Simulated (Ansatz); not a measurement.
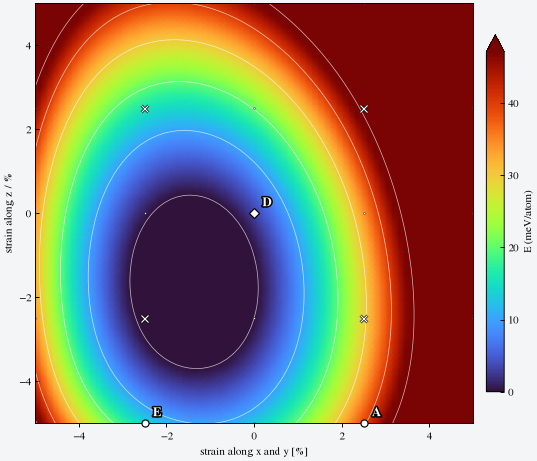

Ge (Cmmm, No. 65; 1 atom in the cell). The cell is strained homogeneously, by one strain along x and y and another along z, with fractional coordinates fixed (x along [1 0 0], z along [0 0 1] of the conventional cell). The first coordinate is: strain along x and y; the second: strain along z. The grid has 5 × 5 points. At 4 points there is no value. Points are written as (first, second). All energies are given in meV/atom relative to the lowest grid point. The reference cell is the one listed in the database, not relaxed at this level. The calculation used DFT r2SCAN, scalar-relativistic, plane waves, PAW in Ansatz 0.2.0. Settings: cutoff 500 eV, k-mesh 20×20×18 in the order of the run's cell vectors, gaussian smearing 0.15 eV, no spin polarisation.

Drawn: a smooth colour map with a few white contour lines, crosses at grid points without a value, dots at the grid points, one colour for all values above the top of the scale, lettered points. Between grid points the surface is interpolated.

> Is E the lowest point of the computed grid?

No. E lies 14 meV/atom above the lowest grid point, which is at (0.0 %, −2.5 %).

> Rank the lettered points by energy, lowest first.

D (3.1 meV/atom), E (14 meV/atom), A (39 meV/atom).
